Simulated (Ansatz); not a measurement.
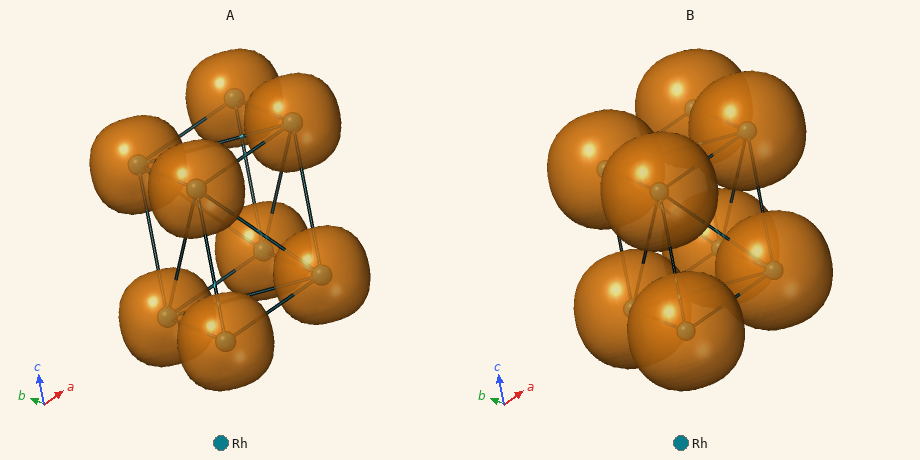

Figure. Rh. Spin density of two self-consistent states of the same cell, at +0.06 (orange) and −0.06 e/Å³ (purple).

Space group Fm-3m; computed pressure about 9 GPa in this cell; spin-polarised.

All numbers below come from DFT, LDA, PAW with Ansatz's default frozen-core files, scalar-relativistic (Ansatz 0.2.0).

The density is the valence pseudo-density of a PAW calculation; it isn't the true density close to the nuclei.

```cif
data_structure
_symmetry_space_group_name_H-M 'P 1'
_symmetry_Int_Tables_number 1
_cell_length_a 2.6840
_cell_length_b 2.6840
_cell_length_c 2.6840
_cell_angle_alpha 60.000
_cell_angle_beta 60.000
_cell_angle_gamma 60.000
_cell_volume 13.67
loop_
_atom_site_label
_atom_site_type_symbol
_atom_site_fract_x
_atom_site_fract_y
_atom_site_fract_z
_atom_site_occupancy
Rh1 Rh 0.00000 0.00000 0.00000 1
```

Question: Describe the two states. Which lies lower in energy?

Answer: State A: parallel main moments, as they must be, since the calculation's own cell holds one magnetic site; Rh: +0.4 μB in one cell of 1 atoms. State B: parallel main moments, as they must be, since the calculation's own cell holds one magnetic site; Rh: +1.5 μB in one cell of 1 atoms. State A lies lower by 485 meV per atom.
